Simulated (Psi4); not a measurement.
**One shape, several levels: doublet [C2H4O2]+**

We compute a comparison of 3 runs (UHF/6-311+G**, USVWN5/6-311+G**, UMP2/6-311+G**) of doublet [C2H4O2]+. 

The calculation is run with Psi4 1.11.

1 further run of the same task is left out (set aside as unsound or not needed).

## Step 1: The system as given

[C2H4O2]+ has 8 atoms, charge +1, and is taken as a doublet. SMILES of the parent species: `CC(=O)O`. The coordinates come from a PBE0-D4/def2-TZVP relaxation. That shape belongs to the parent species and isn't relaxed for this state.

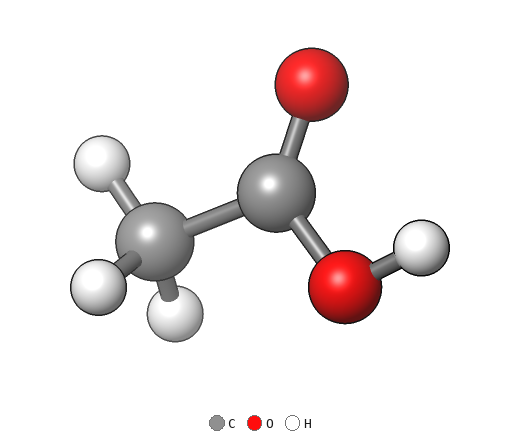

The structure, seen from a chosen angle (carbon grey, oxygen red, hydrogen white).

## Step 2: The energy at UHF/6-311+G(d,p) (run 1)

Contents of input.dat:

```
memory 1600 mb

molecule {
  1 2
  C     -0.014500     0.930100    -0.238800
  C      0.292500    -0.474400     0.172400
  O      1.373300    -0.900900     0.472400
  O     -0.812400    -1.243900     0.171800
  H     -0.453400     0.934500    -1.238300
  H     -0.751800     1.361000     0.441100
  H      0.897000     1.521400    -0.227000
  H     -0.530700    -2.127900     0.446200
  units angstrom
  symmetry c1
  no_reorient
  no_com
}

set {
  basis         6-311+G**
  reference     uhf
  puream        true
  e_convergence 1e-09
  d_convergence 1e-08
  scf_type      pk
  maxiter       200
}

result = energy('scf')
print_variables()
```

Launch:

```bash
$ psi4 input.dat output.dat -n 1
```

output.dat:

```text
[...]
  Running in c1 symmetry.
[...]
  Nuclear repulsion =  121.695256622274343
[...]
  Multiplicity = 2
[...]
  Nalpha       = 16
  Nbeta        = 15
[...]
    Number of basis functions: 112
[...]
   @UHF iter   1:  -227.38084161629084   -3.42406e-01   4.24007e-03 ADIIS/DIIS
[...]
   @UHF iter  18:  -227.53274708397592   -5.88329e-12   6.36510e-09 DIIS
[...]
   @S^2 Observed:                7.654442199E-01
[...]
  @UHF Final Energy:  -227.53274708397592
   => Energetics <=
    Nuclear Repulsion Energy =            121.6952566222743428
    One-Electron Energy =                -543.0494183918046929
    Two-Electron Energy =                 193.8214146855544584
    Total Energy =                       -227.5327470839759201
  UHF NO Occupations:
  HONO-2 :   14  A 1.9973844
  HONO-1 :   15  A 1.9971321
[...]
 Multipole Moments:
 ------------------------------------------------------------------------------------
     Multipole            Electronic (a.u.)      Nuclear  (a.u.)        Total (a.u.)
 ------------------------------------------------------------------------------------
 L = 1.  Multiply by 2.5417464519 to convert [e a0] to [Debye]
 Dipole X            :         -9.5935236           10.0463510            0.4528274
 Dipole Y            :         23.2788138          -24.0660402           -0.7872263
 Dipole Z            :         -7.6135780            7.8937640            0.2801860
 Magnitude           :                                                    0.9504115
[...]
```

Wall time 6 s (1 thread of Intel Xeon 6975P-C (Granite Rapids), shared host); peak memory 0.49 GiB.

## Step 3: Energy and forces at USVWN5/6-311+G(d,p) (run 2)

Contents of calc.py:

```python
import psi4

psi4.set_memory(1600000000)
psi4.set_num_threads(1)
psi4.set_output_file('c2h4o2.out', False)

mol = psi4.geometry("""
1 2
C     -0.02740103     1.75763427    -0.45126660
C      0.55274489    -0.89648607     0.32578878
O      2.59516089    -1.70245427     0.89270662
O     -1.53521350    -2.35063033     0.32465495
H     -0.85680182     1.76594906    -2.34004786
H     -1.42069610     2.57191726     0.83355819
H      1.69508433     2.87502933    -0.42896783
H     -1.00287765    -4.02114822     0.84319580
units au
symmetry c1
""")

options = {'basis': '6-311+G**', 'reference': 'uks', 'puream': True, 'e_convergence': 1e-09, 'd_convergence': 1e-08, 'scf_type': 'pk', 'dft_radial_points': 99, 'dft_spherical_points': 590, 'maxiter': 200}
psi4.set_options(options)

energy_value, wavefunction = psi4.gradient('scf', dft_functional={"name": "SVWN5", "x_functionals": {"LDA_X": {}}, "c_functionals": {"LDA_C_VWN": {}}}, return_wfn=True)
psi4.oeprop(wavefunction, 'LOWDIN_CHARGES', 'QUADRUPOLE', 'DIPOLE')
print('gradient / Eh bohr^-1')
print(energy_value.np.round(6))
print(f'energy = {wavefunction.energy():.10f} Eh')
```

Launch:

```bash
$ python calc.py
```

c2h4o2.out:

```text
[...]
  Running in c1 symmetry.
[...]
  Nuclear repulsion =  121.695256611981378
[...]
  Multiplicity = 2
[...]
  Nalpha       = 16
  Nbeta        = 15
[...]
    Number of basis functions: 112
[...]
   @UKS iter   1:  -226.63130815359045    2.72595e-01   7.82691e-03 DIIS/ADIIS
[...]
   @UKS iter  14:  -226.96754410900314   -5.17275e-12   5.25045e-09 DIIS
[...]
   @S^2 Observed:                7.526476164E-01
[...]
  @UKS Final Energy:  -226.96754410900314
   => Energetics <=
    Nuclear Repulsion Energy =            121.6952566119813781
    One-Electron Energy =                -543.5718597486248882
    Two-Electron Energy =                 222.1834799865748664
    DFT Exchange-Correlation Energy =     -27.2744209589345132
    Empirical Dispersion Energy =           0.0000000000000000
    VV10 Nonlocal Energy =                  0.0000000000000000
    Total Energy =                       -226.9675441090031427
[...]
  -Total Gradient:
     Atom            X                  Y                   Z
    ------   -----------------  -----------------  -----------------
       1       -0.023758529704     0.004440433711    -0.005321124724
       2        0.077249747357    -0.010723887401     0.016435684668
       3       -0.023084775145     0.003539128110    -0.004996093597
       4       -0.034207831360    -0.022966342825    -0.000238637268
       5       -0.000084729546     0.008346121827     0.013241658312
       6        0.004922900895     0.001212614151    -0.014836202781
       7       -0.006088718092    -0.011102903426     0.001739580524
       8        0.005054380644     0.027252615615    -0.006023861264
[...]
```

On the terminal:

```text
gradient / Eh bohr^-1
[[-2.3759e-02  4.4400e-03 -5.3210e-03]
 [ 7.7250e-02 -1.0724e-02  1.6436e-02]
 [-2.3085e-02  3.5390e-03 -4.9960e-03]
 [-3.4208e-02 -2.2966e-02 -2.3900e-04]
 [-8.5000e-05  8.3460e-03  1.3242e-02]
 [ 4.9230e-03  1.2130e-03 -1.4836e-02]
 [-6.0890e-03 -1.1103e-02  1.7400e-03]
 [ 5.0540e-03  2.7253e-02 -6.0240e-03]]
energy = -226.9675441090 Eh
```

Wall time 25 s (1 thread of Intel Xeon 6975P-C (Granite Rapids), shared host); peak memory 0.65 GiB.

## Step 4: A single-point energy at UMP2/6-311+G(d,p) (run 3)

Contents of job.json:

```json
{
  "schema_name": "qcschema_input",
  "schema_version": 1,
  "molecule": {
    "schema_name": "qcschema_molecule",
    "schema_version": 2,
    "symbols": ["C", "C", "O", "O", "H", "H", "H", "H"],
    "geometry": [-0.02740103, 1.75763427, -0.4512666, 0.55274489, -0.89648607, 0.32578878, 2.59516089, -1.70245427, 0.89270662, -1.5352135, -2.35063033, 0.32465495, -0.85680182, 1.76594906, -2.34004786, -1.4206961, 2.57191726, 0.83355819, 1.69508433, 2.87502933, -0.42896783, -1.00287765, -4.02114822, 0.8431958],
    "molecular_charge": 1,
    "molecular_multiplicity": 2,
    "fix_symmetry": "c1"
  },
  "driver": "energy",
  "model": {
    "method": "mp2",
    "basis": "6-311+G**"
  },
  "keywords": {
    "reference": "uhf",
    "puream": true,
    "e_convergence": 1e-09,
    "d_convergence": 1e-08,
    "scf_type": "pk",
    "num_frozen_docc": 4,
    "mp2_type": "conv",
    "maxiter": 200
  }
}
```

Launch:

```bash
$ psi4 --qcschema job.json -n 1 --memory 1600MB
```

stdout:

```text
[...]
  Running in c1 symmetry.
[...]
  Nuclear repulsion =  121.695256611981378
[...]
  Multiplicity = 2
[...]
  Nalpha       = 16
  Nbeta        = 15
[...]
    Number of basis functions: 112
[...]
   @UHF iter   1:  -227.38084161681184   -3.42406e-01   4.24007e-03 DIIS/ADIIS
[...]
   @UHF iter  18:  -227.53274708480708   -5.76961e-12   6.36510e-09 DIIS
[...]
   @S^2 Observed:                7.654442196E-01
[...]
  @UHF Final Energy:  -227.53274708480708
   => Energetics <=
    Nuclear Repulsion Energy =            121.6952566119813781
    One-Electron Energy =                -543.0494183710839025
    Two-Electron Energy =                 193.8214146742954256
    Total Energy =                       -227.5327470848070845
  UHF NO Occupations:
  HONO-2 :   14  A 1.9973844
  HONO-1 :   15  A 1.9971321
[...]
 Multipole Moments:
 ------------------------------------------------------------------------------------
     Multipole            Electronic (a.u.)      Nuclear  (a.u.)        Total (a.u.)
 ------------------------------------------------------------------------------------
 L = 1.  Multiply by 2.5417464519 to convert [e a0] to [Debye]
 Dipole X            :          1.5936391           -1.5016879            0.0919511
 Dipole Y            :         -3.2056172            3.2727274            0.0671102
 Dipole Z            :          1.0969647           -1.0977640           -0.0007992
 Magnitude           :                                                    0.1138395
[...]
	SCS-MP2 Total Energy (a.u.)        :  -228.14632724374522
	SOS-MP2 Total Energy (a.u.)        :  -228.09286235106188
	SCSN-MP2 Total Energy (a.u.)       :  -227.81504171817508
[...]
	SOS-PI-MP2 Total Energy (a.u.)     :  -228.18621489543767
[...]
	MP2 Total Energy (a.u.)            :  -228.15990448473607
[...]
```

The result, in JSON:

```text
{
 "driver": "energy",
 "model": {
  "method": "mp2",
  "basis": "6-311+G**"
 },
 "success": true,
 "return_result": -228.15990448473607,
 "properties": {
  "calcinfo_nbasis": 112,
  "calcinfo_nmo": 112,
  "calcinfo_nalpha": 16,
  "calcinfo_nbeta": 15,
  "calcinfo_natom": 8,
  "nuclear_repulsion_energy": 121.69525661198138,
  "return_energy": -228.15990448473607,
  "scf_one_electron_energy": -543.0494183710839,
  "scf_two_electron_energy": 193.82141467429543,
  "scf_dipole_moment": [0.09195113483908379, 0.06711018413686753, -0.0007992308909323675],
  "scf_total_energy": -227.53274708480708,
  "scf_iterations": 18,
  "mp2_same_spin_correlation_energy": -0.16039467805001184,
  "mp2_opposite_spin_correlation_energy": -0.46676272187898893,
  "mp2_singles_energy": 0.0,
  "mp2_doubles_energy": -0.6271573999290008,
  "mp2_correlation_energy": -0.6271573999289899,
  "mp2_total_energy": -228.15990448473607
 }
}
```

Wall time 11 s (1 thread of Intel Xeon 6975P-C (Granite Rapids), shared host); peak memory 0.84 GiB.

## Step 5: All runs side by side

| run | level | task | integration grid | energy (Eh) | HOMO energy (eV) | LUMO energy (eV) | ⟨S²⟩ | wall time |
| --- | --- | --- | --- | --- | --- | --- | --- | --- |
| 1 | UHF/6-311+G** | energy | – | -227.532747 | -21.56 | -6.95 | 0.765 | 6 s |
| 2 | USVWN5/6-311+G** | gradient | 99 radial × 590 angular | -226.967544 | -15.91 | -15.03 | 0.753 | 25 s |
| 3 | UMP2/6-311+G** | energy | – | -228.159904 | -21.56 | -6.95 | 0.765 | 11 s |

## Step 6: Summary of results

| quantity | value |
| --- | --- |
| run 3: total energy | -228.15990 Eh |
| run 3: HOMO energy (Hartree–Fock orbitals) (highest over α and β) | -21.56 eV |
| run 3: LUMO energy (Hartree–Fock orbitals) (lowest over α and β) | -6.95 eV |
| run 3: correlation energy (4 core orbitals frozen) | -627.2 mEh |
| run 3: ⟨S²⟩ of the reference determinant | 0.765 |

All runs together took 42 s, the longest 25 s.
